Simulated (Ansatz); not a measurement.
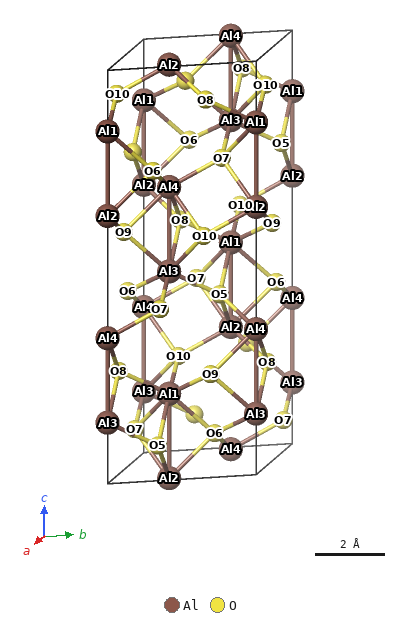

*The input geometry (ball-and-stick view of the cell 3 times as large as that of the calculation, set on its symmetry axes, seen slightly off an axis; atoms are numbered from 1 in the order of the input). An atom can appear more than once, as a periodic image.*

# Single-point calculation, with input and output: Al2O3

- system: Al2O3 (R-3c, 10 atoms in the cell)
- method: DFT, PBE, plane waves, PAW, PAW set soft_1, no spin polarisation (Ansatz 0.2.0)

The structure derives from an entry of the Crystallography Open Database. Some settings of this run were made unusual or wrong on purpose. Figures and captions count atoms from 1; the log counts them from 0 in places.

**Input**
```yaml
crystal:
  lattice:
    - [2.2683784773, 1.3096489245, 4.126863093]
    - [-2.2683784773, 1.3096489245, 4.126863093]
    - [0.0, -2.619297849, 4.126863093]
  atoms:
    - { symbol: Al, position: [0.8521293568, 0.8521293568, 0.8521293568] }
    - { symbol: Al, position: [0.6478706432, 0.6478706432, 0.6478706432] }
    - { symbol: Al, position: [0.1478706432, 0.1478706432, 0.1478706432] }
    - { symbol: Al, position: [0.3521293568, 0.3521293568, 0.3521293568] }
    - { symbol: O, position: [0.056157404, 0.443842596, 0.75] }
    - { symbol: O, position: [0.75, 0.056157404, 0.443842596] }
    - { symbol: O, position: [0.443842596, 0.75, 0.056157404] }
    - { symbol: O, position: [0.943842596, 0.556157404, 0.25] }
    - { symbol: O, position: [0.25, 0.943842596, 0.556157404] }
    - { symbol: O, position: [0.556157404, 0.25, 0.943842596] }
basis:
  ecutwfc: 520.0
kpoints:
  mp_grid: { grid: [6, 6, 6] }
hamiltonian:
  xc: pbe
  pseudopotentials: { kind: paw, azcp: { folder: soft_1 } }
scf:
  occupations: { method: fixed }
  max_iter: 80
output:
  forces: true
  eigenvalues: true
  stress: true
```

Machine: 2 threads of Arm Neoverse N1, 98 GiB of memory available, shared host.

Launch command:
```bash
ansatz run input.yaml --threads 2 --pin off --max-ram 4096MiB --backend cpu --events-out ev --progress --plain --runs-dir out
```

**Output**
```
Engine: ansatz 0.2.0, aarch64-unknown-linux-gnu
Pseudopotentials: kind: paw
Pseudopotential: Al, paw, valence charge 3, recommended cutoff 420 eV (normal), [file]
Pseudopotential: O, paw, valence charge 6, recommended cutoff 420 eV (normal), [file]
Functional definition: PBE
  parameter kappa = 0.804
  parameter beta = 0.06672455060314922
  exchange = pbe_x(kappa = kappa, mu = beta*pi^2/3)
  correlation = pbe_c(beta = beta)
Crystal: 10 atoms, lattice volume = 73.560 Å³
Basis set: ecut = 520 eV, 1947 PW (Γ), exchange–correlation on 80×80×80 points (8 copies of the dense FFT grid, shifted against one another)
Bands: 34, of which v1, the nominal top of the filled ones, is band 24 counted from 1 (23 counted from 0)
Symmetry: 12 space group operations
Space group: R-3c (ITA 167), of the structure as read, at distance tolerance 4.2e-5 Å
k-points: 32 of 216
Non-local potential: Al, projectors of the file, l = 0: 2, l = 1: 2, l = 2: 1
Non-local potential: O, projectors of the file, l = 0: 2, l = 1: 2, l = 2: 1
PAW form: soft (Blöchl's): semilocal exchange-correlation on the pseudo side does not see the compensation charge
PAW one-centre angular grid: Al, 110 points (default); XC on 64 Gauss nodes
PAW one-centre angular grid: O, 110 points (default); XC on 64 Gauss nodes
Initial density: superposition of atomic densities (chi_scale 0.1, normalization cell, long waves kept (reshape's long-wave potential 0.00 eV rms))
Initial wavefunctions: pseudopotential atomic-orbital guess
Functional: x = pbe(κ = 0.804, μ = 0.2195149727645171), c = pbe(β = 0.06672455060314922)
SCF iter   1: F=—  HF=-5572.205637 eV  |F-HF|=—  |Δ(HF+E_count)|=         —  Δρ=1.60e-1  dr2=1.58e1  ethr=3.10e-3  ⟨swp⟩=4.9  Hψ=4242  notcnv=0  defer=212
preconditioner: auto → none  [insulator: Δε(μ)=9.197 eV  Ē_g=20.426 eV  n_scr=14 (ndim 8)  ℏωp=30.0 eV  f_vac=0.000  ε∞_Penn≈3.2]
SCF iter   2: F=—  HF=-5567.834749 eV  |F-HF|=—  |Δ(HF+E_count)|=    4.37e0  Δρ=6.55e-2  dr2=1.14e0  ethr=3.10e-3  ⟨swp⟩=3.6  Hψ=2793  notcnv=0  defer=238
SCF iter   3: F=—  HF=-5567.513648 eV  |F-HF|=—  |Δ(HF+E_count)|=   3.21e-1  Δρ=2.19e-2  dr2=1.51e-1  ethr=2.37e-3  ⟨swp⟩=2.4  Hψ=1887  notcnv=0  defer=201
automatic band count: iteration 3 solves 33 bands in place of 34: the levels show a gap, and the empty bands left out lie too high to hold charge; the band table lists the bands solved (type scf.n_extra_bands for more)
SCF iter   4: F=—  HF=-5567.517428 eV  |F-HF|=—  |Δ(HF+E_count)|=   3.78e-3  Δρ=1.94e-3  dr2=1.84e-3  ethr=3.15e-4  ⟨swp⟩=2.5  Hψ=1284  notcnv=0  defer=190
automatic band count: iteration 4 solves 32 bands in place of 33: the levels show a gap, and the empty bands left out lie too high to hold charge; the band table lists the bands solved (type scf.n_extra_bands for more)
SCF iter   5: F=—  HF=-5567.517963 eV  |F-HF|=—  |Δ(HF+E_count)|=   5.34e-4  Δρ=3.19e-4  dr2=2.17e-5  ethr=3.83e-6  ⟨swp⟩=2.5  Hψ=1692  notcnv=0  defer=192
SCF iter   6: F=—  HF=-5567.518004 eV  |F-HF|=—  |Δ(HF+E_count)|=   4.12e-5  Δρ=4.61e-5  dr2=6.64e-7  ethr=4.52e-8  ⟨swp⟩=2.0  Hψ=1780  notcnv=0  defer=145
SCF iter   7: F=-5567.518004 eV  HF=-5567.518004 eV  |F-HF|=3.76e-9  |Δ(HF+E_count)|=   2.82e-7  Δρ=4.64e-6  dr2=4.85e-9  ethr=2.08e-10  ⟨swp⟩=13.8  Hψ=5993  notcnv=0
SCF 1 converged in 7 iterations: F = -5567.518004 eV  dr2 = 4.85e-9
  greatest PAW one-centre occupation: 0.864 electrons in one spin orbital (limit 2), on the O atom at site 7 (counted from 0), in its partial waves of l = 0
```

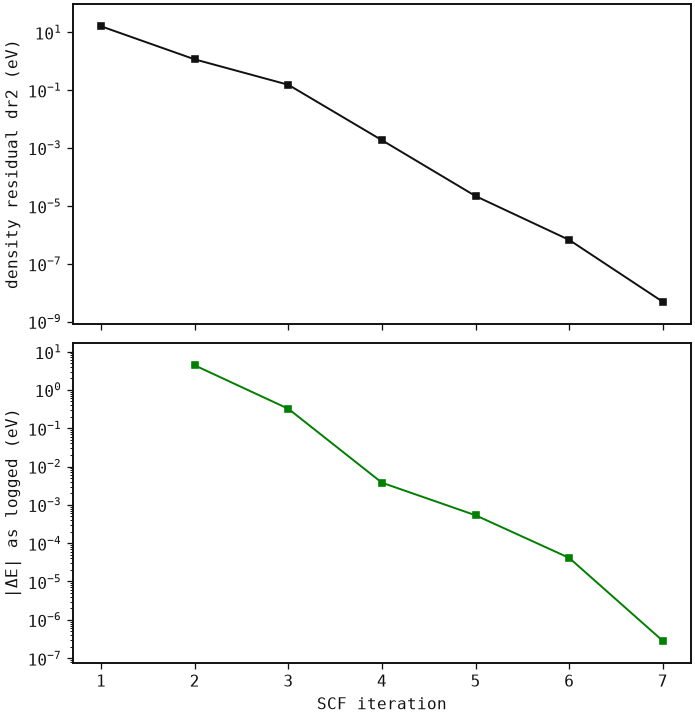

*Convergence of the self-consistent field: density residual dr2 and size of the energy change against the SCF iteration.*

The residual falls at every step.

```
SCF converged after 7 iterations
Free energy (F): -5567.518004 eV
Harris-Foulkes:  -5567.518004 eV  (|F-HF|=3.76e-9)
Internal energy: -5567.518004 eV  (E = F + TS)
E sigma→0 (E₀):  -5567.518004 eV
Fermi energy:    9.713269 eV
--- Per-component energies (eV) ---
  E_band       = 138.463218
  E_kinetic    = 1174.995556
  E_local      = -1824.266436  (includes V_loc(G=0)·N_el)
  E_nonlocal   = 360.216771
  E_hartree    = 703.834110
  E_xc         = -600.741447
  E_vxc        = -692.167236  (∫ρ·V_xc dr)
  E_paw        = -2865.808327  (= ΣΔE_a)
  E_vpaw       = -287.986132  (= ΣTr[D̂ρ^β])
  E_aug_tail   = 0.001371  (compensation charges beyond the density's cutoff)
  E_ewald      = -2515.749603
  E_smearing   = -0.000000  (= −TS)
  E_closure    = -0.000000  (closes the sum)
  Σ components = -5567.518004   (vs F -5567.518004, Δ=0.00e0)
--- Forces (eV/Å), atoms counted from 1 ---
  atom   1  Al     0.00000000    -0.00000000    -0.11701611
  atom   2  Al     0.00000000    -0.00000000     0.11701611
  atom   3  Al    -0.00000000    -0.00000000     0.11701611
  atom   4  Al    -0.00000000     0.00000000    -0.11701611
  atom   5  O      0.21678911     0.00000000    -0.00000000
  atom   6  O     -0.10839455     0.18774488     0.00000000
  atom   7  O     -0.10839455    -0.18774488    -0.00000000
  atom   8  O     -0.21678911    -0.00000000    -0.00000000
  atom   9  O      0.10839455    -0.18774488    -0.00000000
  atom  10  O      0.10839455     0.18774488     0.00000000
  max |Σ_I F_I| component: 5.55e-17 eV/Å
--- Stress (GPa, compression-positive) ---
       58.446222      -0.000000      -0.000000
       -0.000000      58.446222       0.000000
       -0.000000       0.000000      54.158072
  P = ⅓ Tr σ = 57.0168 GPa (570.168 kbar)
--- Band table (eV; the first three rows and the last of 32) ---
  k-point 0: bands = ["-10.6892", "-7.7717", "-7.3971", "-7.3971", "-7.0317", "-7.0317", "1.9898", "3.1587", "3.3618", "3.3618", "4.5209", "4.5209", "4.6125", "5.7639", "6.5298", "8.0664", "8.0664", "8.1290", "8.1290", "9.0321", "9.0321", "9.6499", "9.6499", "9.7133", "17.8282", "20.0169", "22.4283", "22.5972", "22.5972", "22.5983", "23.0804", "23.1735"]
  k-point 1: bands = ["-10.5167", "-7.8709", "-7.5148", "-7.4388", "-7.1151", "-7.0410", "2.1624", "2.8311", "3.1865", "3.8925", "4.0757", "4.5229", "5.6311", "6.3996", "6.7878", "7.5249", "7.8838", "8.0996", "8.2426", "8.6950", "8.8139", "9.2765", "9.5879", "9.6326", "18.4229", "20.5626", "21.7254", "22.0794", "22.3528", "22.3922", "23.3740", "23.4945"]
  k-point 2: bands = ["-10.0226", "-8.4687", "-7.4837", "-7.4605", "-7.2920", "-7.1213", "2.3240", "2.7654", "3.1749", "3.8336", "4.6767", "5.3181", "6.2650", "6.8264", "7.0386", "7.3287", "7.6088", "7.6113", "8.0341", "8.1472", "8.6554", "9.0043", "9.3859", "9.4491", "19.6495", "21.0359", "21.0560", "21.7187", "21.9505", "22.5574", "22.8530", "23.1528"]
  k-point 31: bands = ["-9.4773", "-9.4773", "-7.2444", "-7.2444", "-7.2444", "-7.2444", "3.4416", "3.4416", "4.5530", "4.5530", "4.5530", "4.5530", "5.2976", "5.2976", "7.0883", "7.0883", "7.3057", "7.3057", "7.3057", "7.3057", "9.2223", "9.2223", "9.2223", "9.2223", "19.9199", "19.9199", "22.1280", "22.1280", "23.6708", "23.6708", "23.6708", "23.6708"]
```

**What the run reported**

- outcome: converged
- space group (tolerance 0.01 Å): R-3c (167)
- electrons treated: 48
- free energy: −5567.5180 eV
- Fermi energy: 9.713 eV
- gap on the k-point mesh: 8.11 eV
- pressure: 57.02 GPa
- largest force (length of the vector): 0.217 eV/Å
- wall time: 6.6 s (CPU time 13 s)
- peak memory: 0.38 GiB

The input was spoiled on purpose: fixed occupations whatever the gap (`scf.occupations`). Fixed occupations are valid only where a gap stays open. The program still converged, but the numbers can't be taken as results for the intended system.
